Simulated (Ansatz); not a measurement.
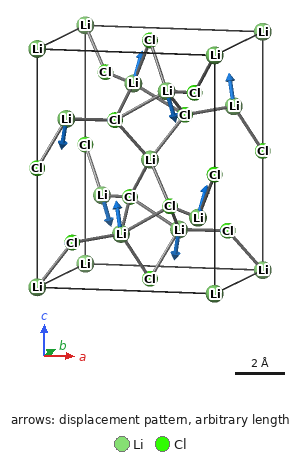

One vibrational mode of solid LiCl (a generated structure) at the zone centre. The blue arrows give the relative displacements of the atoms. The picture is a ball-and-stick view of the conventional cell (2 times the calculation's cell), seen slightly off an axis. Lengths and directions refer to the drawn axes.

Level of theory: DFT PBE, scalar-relativistic, plane waves, PAW in Ansatz.

Input
```yaml
crystal:
  lattice:
    - [-3.7522131818, 3.7522131818, 4.9097206463]
    - [3.7522131818, -3.7522131818, 4.9097206463]
    - [3.7522131818, 3.7522131818, -4.9097206463]
  atoms:
    - { symbol: Li, position: [0.1741618398, 0.4317154764, 0.0] }
    - { symbol: Li, position: [0.5682845236, 0.5682845236, 0.7424463633] }
    - { symbol: Li, position: [0.0, 0.0, 0.0] }
    - { symbol: Li, position: [0.8258381602, 0.8258381602, 0.2575536367] }
    - { symbol: Li, position: [0.4317154764, 0.1741618398, 0.0] }
    - { symbol: Cl, position: [0.3318279133, 0.3318279133, 0.3103647975] }
    - { symbol: Cl, position: [0.9785368842, 0.6681720867, 0.0] }
    - { symbol: Cl, position: [0.6681720867, 0.9785368842, 0.0] }
    - { symbol: Cl, position: [0.0214631158, 0.0214631158, 0.6896352025] }
    - { symbol: Cl, position: [0.5, 0.5, 0.0] }
basis:
  ecutwfc: 420
kpoints:
  mp_grid: { grid: [4, 4, 4] }
hamiltonian:
  xc: pbe
scf:
  occupations: { method: fixed }
output:
  eigenvalues: true
phonons:
  method: dfpt
  dielectric: true
  rigid_motions: translations
  eigenvectors: true
```

Run as
```bash
ansatz run input.yaml --threads 1 --pin off --max-ram 2560MiB --backend cpu --events-out ev --progress --plain --runs-dir out
```

Frequencies are those without the non-analytic (LO–TO) term.

Give the symmetry, activity and frequency of this mode.

Answer. This is the E mode (doubly degenerate; one member of the set is drawn) at 255 cm⁻¹, optical level 13 of 20, counted from below, infrared- and Raman-active by symmetry. It stretches the Cl–Li bonds (2.37 Å); the kinetic energy is shared as Li 87 %, Cl 13 %. Its infrared intensity is 2.6 (D/Å)²/amu for the set.
